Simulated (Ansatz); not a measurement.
**Geometry relaxation, with input and output: Pt$_{2}$Se (part 2 of 2)**

Pt$_{2}$Se (Pnnm, 6 atoms in the cell); DFT PBE, scalar-relativistic, plane waves, PAW, no spin polarisation (Ansatz 0.2.0); cutoff 420 eV, 4×4×6 k-mesh, Gaussian smearing of 0.1 eV. The structure was made by swapping elements on the sites of another compound; it need not be a known phase. It belongs to a series of runs on one base structure; here: marcasite type (Pnnm, No. 58).

Geometry of the input (Å; fractional positions):
```
4.8062  0.0000  0.0000
0.0000  5.8660  0.0000
0.0000  0.0000  3.6619
Pt 0.2004  0.3787  0.0000
Pt 0.7996  0.6213  0.0000
Pt 0.7004  0.1213  0.5000
Pt 0.2996  0.8787  0.5000
Se 0.0000  0.0000  0.0000
Se 0.5000  0.5000  0.5000
```

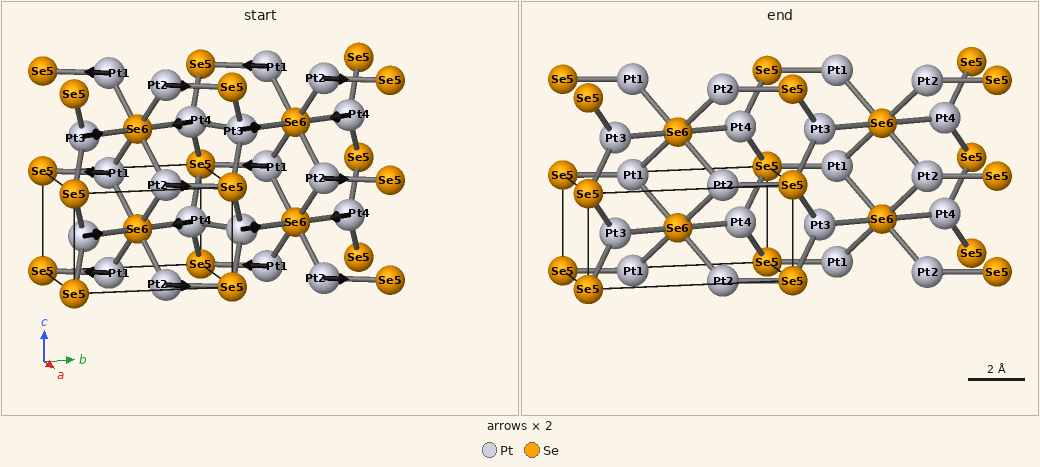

Figure 1. Before (left) and after (right) the relaxation, at one scale (ball-and-stick view of the cell of the calculation, repeated 1 × 2 × 2, seen slightly off an axis). The black arrows give the displacements (without the part carried along by the change of the cell), magnified 2 times. Over 12 geometry steps the energy falls by 550 meV per atom. Largest force component: 2 eV/Å at the start, 0.022 eV/Å at the end. The pressure goes from 27.48 to −0.14 GPa. The basis was re-selected once at an unchanged geometry, which shifts the energy a little without any move. The largest moves relative to the cell, 0.47 Å, are those of Pt1, Pt2, Pt3 and Pt4. Se stays in place. The volume changes by +0.8 %, with a 4.806 → 3.905 Å (−18.7 %), b 5.866 → 7.590 Å (+29.4 %), c 3.662 → 3.511 Å (−4.1 %). Distances before and after: Pt1–Pt2 2.395 → 2.899 Å, Pt1–Se6 2.436 → 2.610 Å, Pt1–Se5 2.421 → 2.520 Å. Among the angles that change: Pt1–Se6–Pt4 91.9° → 112.4°, Pt1–Se6–Pt3 88.1° → 67.6°, Se6–Pt2–Se6 97.5° → 84.5°. The space group stays Pnnm (No. 58). The energy change given includes the shifts at the re-selections in mid-walk, which come without any move. A last SCF at the same geometry on a re-selected plane-wave basis shifts the energy by next to nothing (0.0 meV per atom). (Atoms are counted from 1 in the order of the input.)

```
basis re-selected at this cell: Δ(F+E_penalty+E_count) = -2.393e-4 eV, ΔP = -0.006 GPa vs the last step (what re-selecting the basis moved, of the pressure what is left beyond the Pulay correction that the steps carried, after the strain that the cell walked since its last selection, with what the two solves' SCF thresholds leave and, on support functions, any second-order correction that the steps lacked; it is no measure of the basis error at this ecutwfc). The dense FFT grid was sized anew with the basis: this SCF ran on 27×54×24 points, the steps before it on 27×50×24, so part of this shift can come from that change (see relax.cell in the input reference). This SCF's stress stands 2.47e-1 GPa from its target on what of the cell is left free (relax.cell.stress_tol is 4.00e-1 GPa) and its largest allowed force component is 2.17e-2 eV/Å (relax.f_tol is 4.00e-2 eV/Å): within both
SCF converged after 6 iterations
Free energy (F): -61029.569737 eV
Harris-Foulkes:  -61029.569737 eV  (|F-HF|=7.28e-12)
Internal energy: -61029.550370 eV  (E = F + TS)
E sigma→0 (E₀):  -61029.560054 eV
Entropy (-TS):   -0.019368 eV (-3.228 meV/atom)
Fermi energy:    17.891165 eV
--- Per-component energies (eV) ---
  E_band       = -1389.289852
  E_kinetic    = 2788.617056
  E_local      = -10824.230706  (includes V_loc(G=0)·N_el)
  E_nonlocal   = -381.325691
  E_hartree    = 4580.412064
  E_xc         = -1253.814869
  E_vxc        = -1405.606505  (∫ρ·V_xc dr)
  E_paw        = -41645.390985  (= ΣΔE_a)
  E_vpaw       = -727.567737  (= ΣTr[D̂ρ^β])
  E_aug_tail   = -0.000376  (compensation charges beyond the density's cutoff)
  E_ewald      = -14293.816863
  E_smearing   = -0.019368  (= −TS)
  E_closure    = -0.000000  (closes the sum)
  Σ components = -61029.569737   (vs F -61029.569737, Δ=0.00e0)
--- Forces (eV/Å), atoms counted from 1 ---
  atom   1  Pt    -0.00419038    -0.02172151     0.00000000
  atom   2  Pt     0.00419038     0.02172151     0.00000000
  atom   3  Pt    -0.00419038     0.02172151     0.00000000
  atom   4  Pt     0.00419038    -0.02172151     0.00000000
  atom   5  Se     0.00000000     0.00000000     0.00000000
  atom   6  Se    -0.00000000    -0.00000000     0.00000000
  max |Σ_I F_I| component: 3.47e-18 eV/Å
--- Stress (GPa, compression-positive) ---
       -0.075894      -0.000000      -0.000000
       -0.000000      -0.246679      -0.000000
       -0.000000      -0.000000      -0.091504
  P = ⅓ Tr σ = -0.1380 GPa (-1.380 kbar)
--- Band table (eV; the first three rows and the last of 36) ---
  k-point 0: bands = ["-80.2488", "-80.2459", "-80.2342", "-80.2314", "-34.6773", "-34.6707", "-34.6440", "-34.6319", "-34.4930", "-34.4874", "-34.4767", "-34.4299", "-34.3757", "-34.3701", "-34.3427", "-34.3168", "-31.3361", "-31.3347", "-31.3296", "-31.3285", "-31.3236", "-31.3221", "-31.3046", "-31.3044", "-31.3037", "-31.3034", "2.4849", "3.2414", "9.4599", "11.1588", "12.2585", "12.5298", "12.9059", "13.3183", "13.4906", "13.8303", "13.9929", "14.1228", "14.2825", "14.3264", "14.7560", "14.7901", "15.0774", "15.2364", "15.5651", "15.7738", "15.7766", "15.8636", "16.3849", "17.1450", "17.6679", "17.8887", "18.6510", "18.8320", "19.8358", "19.8823", "22.5052", "22.5561", "23.2933", "24.7187", "25.1535", "25.5280", "27.2077"]
  k-point 1: bands = ["-80.2477", "-80.2449", "-80.2352", "-80.2323", "-34.6776", "-34.6724", "-34.6440", "-34.6336", "-34.4902", "-34.4836", "-34.4644", "-34.4207", "-34.3866", "-34.3805", "-34.3511", "-34.3242", "-31.3359", "-31.3346", "-31.3296", "-31.3286", "-31.3234", "-31.3221", "-31.3044", "-31.3043", "-31.3037", "-31.3034", "2.6800", "3.3430", "9.8077", "11.2671", "11.6673", "12.5123", "12.5182", "12.7724", "13.6060", "13.8213", "14.1385", "14.2845", "14.3921", "14.5915", "14.6646", "14.7021", "14.8202", "14.8843", "15.5172", "15.5893", "16.2163", "16.2332", "16.6625", "17.1602", "17.4200", "17.9174", "18.7060", "19.0490", "19.4955", "19.7983", "23.1442", "23.4197", "23.8704", "24.2014", "25.2690", "25.9567", "26.2888"]
  k-point 2: bands = ["-80.2450", "-80.2421", "-80.2377", "-80.2348", "-34.6784", "-34.6761", "-34.6437", "-34.6378", "-34.4743", "-34.4680", "-34.4383", "-34.4137", "-34.4071", "-34.3986", "-34.3744", "-34.3442", "-31.3353", "-31.3346", "-31.3294", "-31.3288", "-31.3231", "-31.3223", "-31.3039", "-31.3039", "-31.3037", "-31.3036", "3.1458", "3.5397", "10.6508", "10.6612", "11.1737", "11.4432", "12.4625", "12.9714", "13.2957", "13.6587", "13.8520", "14.0874", "14.3048", "14.7243", "14.8722", "14.9763", "15.3474", "15.4115", "15.5741", "15.8347", "16.4759", "16.5293", "16.6958", "16.7763", "16.8047", "18.3577", "18.5525", "18.8574", "18.9660", "21.7539", "21.8790", "22.9742", "23.4036", "25.1153", "26.0231", "26.1275", "26.1784"]
  k-point 35: bands = ["-80.2412", "-80.2412", "-80.2384", "-80.2384", "-34.6704", "-34.6704", "-34.6438", "-34.6438", "-34.5096", "-34.5096", "-34.4847", "-34.4847", "-34.3496", "-34.3496", "-34.3301", "-34.3301", "-31.3347", "-31.3347", "-31.3291", "-31.3291", "-31.3226", "-31.3226", "-31.3038", "-31.3038", "-31.3034", "-31.3034", "3.7046", "3.7046", "10.9392", "10.9392", "11.2808", "11.2808", "11.7795", "11.7795", "14.3257", "14.3257", "14.3861", "14.3861", "14.6472", "14.6472", "14.6985", "14.6985", "15.9256", "15.9256", "15.9616", "15.9616", "16.2564", "16.2564", "16.2960", "16.2960", "17.4450", "17.4450", "18.1215", "18.1215", "19.2682", "19.2682", "22.1422", "22.1422", "22.6839", "22.6839", "23.1270", "23.1270", "29.4192"]
--- Relaxed structure (13 steps of the walk, 13 accepted, 2 SCFs on fresh bases) ---
  F+E_penalty+E_count = -61029.56973736 eV   max|allowed force component| = 2.172e-2 eV/Å   (the final SCF, on the basis selected at the relaxed cell)
  cell:  # Å, volume = 104.0571 Å³
    - [3.9054003064954315, 0.0, 0.0]
    - [0.0, 7.5895420165527225, 0.0]
    - [0.0, 0.0, 3.510675672777479]
  atoms:
    - { symbol: Pt, position: [0.14318641687635597, 0.3237768997730935, 0.0] }
    - { symbol: Pt, position: [0.856813583123644, 0.6762231002269062, 0.0] }
    - { symbol: Pt, position: [0.6431864168763559, 0.17622310022690635, 0.49999999999999994] }
    - { symbol: Pt, position: [0.356813583123644, 0.8237768997730938, 0.49999999999999994] }
    - { symbol: Se, position: [-3.007774452335404e-20, 2.4643944863765417e-19, 0.0] }
    - { symbol: Se, position: [0.49999999999999994, 0.5, 0.49999999999999994] }
```

Trajectory as extended XYZ (Å, eV, eV/Å), 15 frames, from step=1 to step=15:
```
6
Lattice="4.8062 0.0000 0.0000 0.0000 5.8660 0.0000 0.0000 0.0000 3.6619" Properties=species:S:1:pos:R:3:forces:R:3 step=1 energy=-61026.26665 pressure_GPa=27.48
Pt    0.9632    2.2214    0.0000    1.6381  -2.0394   0.0000
Pt    3.8431    3.6445    0.0000   -1.6381   2.0394   0.0000
Pt    3.3663    0.7115    1.8310    1.6381   2.0394   0.0000
Pt    1.4399    5.1544    1.8310   -1.6381  -2.0394   0.0000
Se    0.0000    0.0000    0.0000    0.0000   0.0000   0.0000
Se    2.4031    2.9330    1.8310    0.0000   0.0000   0.0000
6
Lattice="4.9757 0.0000 0.0000 0.0000 6.1518 0.0000 0.0000 0.0000 3.7933" Properties=species:S:1:pos:R:3:forces:R:3 step=2 energy=-61027.74873 pressure_GPa=2.28
Pt    1.0397    2.2551    0.0000   -0.0769  -0.3355   0.0000
Pt    3.9360    3.8967    0.0000    0.0769   0.3355   0.0000
Pt    3.5275    0.8208    1.8966   -0.0769   0.3355   0.0000
Pt    1.4482    5.3310    1.8966    0.0769  -0.3355   0.0000
Se    0.0000    0.0000    0.0000    0.0000   0.0000   0.0000
Se    2.4879    3.0759    1.8966    0.0000   0.0000   0.0000
6
Lattice="4.7414 0.0000 0.0000 0.0000 6.4261 0.0000 0.0000 0.0000 3.8387" Properties=species:S:1:pos:R:3:forces:R:3 step=3 energy=-61028.06567 pressure_GPa=-0.84
Pt    0.9775    2.2864    0.0000   -0.1771  -0.1937   0.0000
Pt    3.7638    4.1397    0.0000    0.1771   0.1937   0.0000
Pt    3.3482    0.9267    1.9193   -0.1771   0.1937   0.0000
Pt    1.3931    5.4994    1.9193    0.1771  -0.1937   0.0000
Se    0.0000    0.0000    0.0000    0.0000   0.0000   0.0000
Se    2.3707    3.2130    1.9193    0.0000   0.0000   0.0000
6
Lattice="4.5068 0.0000 0.0000 0.0000 6.6758 0.0000 0.0000 0.0000 3.8509" Properties=species:S:1:pos:R:3:forces:R:3 step=4 energy=-61028.36344 pressure_GPa=-2.55
Pt    0.9082    2.3155    0.0000   -0.2261  -0.1188   0.0000
Pt    3.5986    4.3602    0.0000    0.2261   0.1188   0.0000
Pt    3.1616    1.0223    1.9255   -0.2261   0.1188   0.0000
Pt    1.3452    5.6534    1.9255    0.2261  -0.1188   0.0000
Se    0.0000    0.0000    0.0000    0.0000   0.0000   0.0000
Se    2.2534    3.3379    1.9255    0.0000   0.0000   0.0000
6
Lattice="4.2827 0.0000 0.0000 0.0000 6.9274 0.0000 0.0000 0.0000 3.8399" Properties=species:S:1:pos:R:3:forces:R:3 step=5 energy=-61028.66889 pressure_GPa=-4.23
Pt    0.8325    2.3487    0.0000   -0.2950  -0.1298   0.0000
Pt    3.4502    4.5787    0.0000    0.2950   0.1298   0.0000
Pt    2.9739    1.1150    1.9200   -0.2950   0.1298   0.0000
Pt    1.3088    5.8124    1.9200    0.2950  -0.1298   0.0000
Se    0.0000    0.0000    0.0000    0.0000   0.0000   0.0000
Se    2.1414    3.4637    1.9200    0.0000   0.0000   0.0000
6
Lattice="4.0523 0.0000 0.0000 0.0000 7.1380 0.0000 0.0000 0.0000 3.7766" Properties=species:S:1:pos:R:3:forces:R:3 step=6 energy=-61029.00190 pressure_GPa=-3.13
Pt    0.7483    2.3710    0.0000   -0.3489  -0.2548   0.0000
Pt    3.3041    4.7669    0.0000    0.3489   0.2548   0.0000
Pt    2.7744    1.1980    1.8883   -0.3489   0.2548   0.0000
Pt    1.2779    5.9400    1.8883    0.3489  -0.2548   0.0000
Se    0.0000    0.0000    0.0000    0.0000   0.0000   0.0000
Se    2.0262    3.5690    1.8883    0.0000   0.0000   0.0000
6
Lattice="3.8183 0.0000 0.0000 0.0000 7.4075 0.0000 0.0000 0.0000 3.6573" Properties=species:S:1:pos:R:3:forces:R:3 step=7 energy=-61029.20909 pressure_GPa=-0.54
Pt    0.6369    2.3859    0.0000   -0.2490   0.0788   0.0000
Pt    3.1814    5.0217    0.0000    0.2490  -0.0788   0.0000
Pt    2.5461    1.3179    1.8286   -0.2490  -0.0788   0.0000
Pt    1.2722    6.0896    1.8286    0.2490   0.0788   0.0000
Se    0.0000    0.0000    0.0000    0.0000   0.0000   0.0000
Se    1.9091    3.7038    1.8286    0.0000   0.0000   0.0000
6
Lattice="3.8931 0.0000 0.0000 0.0000 7.3618 0.0000 0.0000 0.0000 3.5703" Properties=species:S:1:pos:R:3:forces:R:3 step=8 energy=-61029.28208 pressure_GPa=0.88
Pt    0.5406    2.3975    0.0000    0.1094  -0.0188   0.0000
Pt    3.3525    4.9643    0.0000   -0.1094   0.0188   0.0000
Pt    2.4871    1.2834    1.7851    0.1094   0.0188   0.0000
Pt    1.4060    6.0784    1.7851   -0.1094  -0.0188   0.0000
Se    0.0000    0.0000    0.0000    0.0000   0.0000   0.0000
Se    1.9466    3.6809    1.7851    0.0000   0.0000   0.0000
6
Lattice="3.9985 0.0000 0.0000 0.0000 7.3250 0.0000 0.0000 0.0000 3.5401" Properties=species:S:1:pos:R:3:forces:R:3 step=9 energy=-61029.30182 pressure_GPa=-0.19
Pt    0.5884    2.3828    0.0000   -0.0179   0.0445   0.0000
Pt    3.4101    4.9422    0.0000    0.0179  -0.0445   0.0000
Pt    2.5876    1.2797    1.7701   -0.0179  -0.0445   0.0000
Pt    1.4108    6.0453    1.7701    0.0179   0.0445   0.0000
Se    0.0000    0.0000    0.0000    0.0000   0.0000   0.0000
Se    1.9992    3.6625    1.7701    0.0000   0.0000   0.0000
6
Lattice="4.0095 0.0000 0.0000 0.0000 7.3422 0.0000 0.0000 0.0000 3.5130" Properties=species:S:1:pos:R:3:forces:R:3 step=10 energy=-61029.30402 pressure_GPa=-0.21
Pt    0.5781    2.3907    0.0000    0.0083   0.0140   0.0000
Pt    3.4314    4.9515    0.0000   -0.0083  -0.0140   0.0000
Pt    2.5828    1.2804    1.7565    0.0083  -0.0140   0.0000
Pt    1.4267    6.0618    1.7565   -0.0083   0.0140   0.0000
Se    0.0000    0.0000    0.0000    0.0000   0.0000   0.0000
Se    2.0047    3.6711    1.7565    0.0000   0.0000   0.0000
6
Lattice="4.0095 0.0000 0.0000 0.0000 7.3422 0.0000 0.0000 0.0000 3.5130" Properties=species:S:1:pos:R:3:forces:R:3 step=11 energy=-61029.49614 pressure_GPa=2.56
Pt    0.5781    2.3907    0.0000    0.0298   0.0438   0.0000
Pt    3.4314    4.9515    0.0000   -0.0298  -0.0438   0.0000
Pt    2.5828    1.2804    1.7565    0.0298  -0.0438   0.0000
Pt    1.4267    6.0618    1.7565   -0.0298   0.0438   0.0000
Se    0.0000    0.0000    0.0000    0.0000   0.0000   0.0000
Se    2.0047    3.6711    1.7565    0.0000   0.0000   0.0000
6
Lattice="3.9357 0.0000 0.0000 0.0000 7.5373 0.0000 0.0000 0.0000 3.5406" Properties=species:S:1:pos:R:3:forces:R:3 step=12 energy=-61029.55954 pressure_GPa=-1.03
Pt    0.5629    2.4364    0.0000    0.0461   0.0562   0.0000
Pt    3.3728    5.1009    0.0000   -0.0461  -0.0562   0.0000
Pt    2.5308    1.3322    1.7703    0.0461  -0.0562   0.0000
Pt    1.4049    6.2051    1.7703   -0.0461   0.0562   0.0000
Se    0.0000    0.0000    0.0000    0.0000   0.0000   0.0000
Se    1.9679    3.7686    1.7703    0.0000   0.0000   0.0000
6
Lattice="3.8933 0.0000 0.0000 0.0000 7.5887 0.0000 0.0000 0.0000 3.5054" Properties=species:S:1:pos:R:3:forces:R:3 step=13 energy=-61029.56858 pressure_GPa=0.65
Pt    0.5589    2.4516    0.0000   -0.0111   0.0329   0.0000
Pt    3.3344    5.1370    0.0000    0.0111  -0.0329   0.0000
Pt    2.5055    1.3427    1.7527   -0.0111  -0.0329   0.0000
Pt    1.3878    6.2460    1.7527    0.0111   0.0329   0.0000
Se    0.0000    0.0000    0.0000    0.0000   0.0000   0.0000
Se    1.9466    3.7943    1.7527    0.0000   0.0000   0.0000
6
Lattice="3.9054 0.0000 0.0000 0.0000 7.5895 0.0000 0.0000 0.0000 3.5107" Properties=species:S:1:pos:R:3:forces:R:3 step=14 energy=-61029.56950 pressure_GPa=-0.13
Pt    0.5592    2.4573    0.0000   -0.0042  -0.0218   0.0000
Pt    3.3462    5.1322    0.0000    0.0042   0.0218   0.0000
Pt    2.5119    1.3375    1.7553   -0.0042   0.0218   0.0000
Pt    1.3935    6.2521    1.7553    0.0042  -0.0218   0.0000
Se    0.0000    0.0000    0.0000    0.0000   0.0000   0.0000
Se    1.9527    3.7948    1.7553    0.0000   0.0000   0.0000
6
Lattice="3.9054 0.0000 0.0000 0.0000 7.5895 0.0000 0.0000 0.0000 3.5107" Properties=species:S:1:pos:R:3:forces:R:3 step=15 energy=-61029.56974 pressure_GPa=-0.14
Pt    0.5592    2.4573    0.0000   -0.0042  -0.0217   0.0000
Pt    3.3462    5.1322    0.0000    0.0042   0.0217   0.0000
Pt    2.5119    1.3375    1.7553   -0.0042   0.0217   0.0000
Pt    1.3935    6.2521    1.7553    0.0042  -0.0217   0.0000
Se    0.0000    0.0000    0.0000    0.0000   0.0000   0.0000
Se    1.9527    3.7948    1.7553    0.0000   0.0000   0.0000
```

Summary:

```json
{"quantity": "outcome", "value": "converged"}
{"quantity": "space group (tolerance 0.01 Å)", "value": "Pnnm (58)"}
{"quantity": "electrons treated", "value": "104"}
{"quantity": "free energy", "value": "−61029.5697 eV"}
{"quantity": "Fermi energy", "value": "17.891 eV"}
{"quantity": "gap on the k-point mesh", "value": "none (metallic)"}
{"quantity": "pressure", "value": "−0.14 GPa"}
{"quantity": "final volume", "value": "104.06 Å³"}
{"quantity": "largest force (length of the vector) at the end", "value": "0.022 eV/Å"}
{"quantity": "final cell", "value": "a = 3.905 Å, b = 7.590 Å, c = 3.511 Å, α = 90.00°, β = 90.00°, γ = 90.00°"}
{"quantity": "hardware", "value": "1 thread of Intel Xeon @ 2.50GHz (Skylake/Cascade Lake), 192 GiB of memory available, shared host"}
{"quantity": "wall time", "value": "4.8 min"}
{"quantity": "peak memory", "value": "0.55 GiB"}
```

Remarks:

Spin–orbit coupling is left out, which matters for Pt.
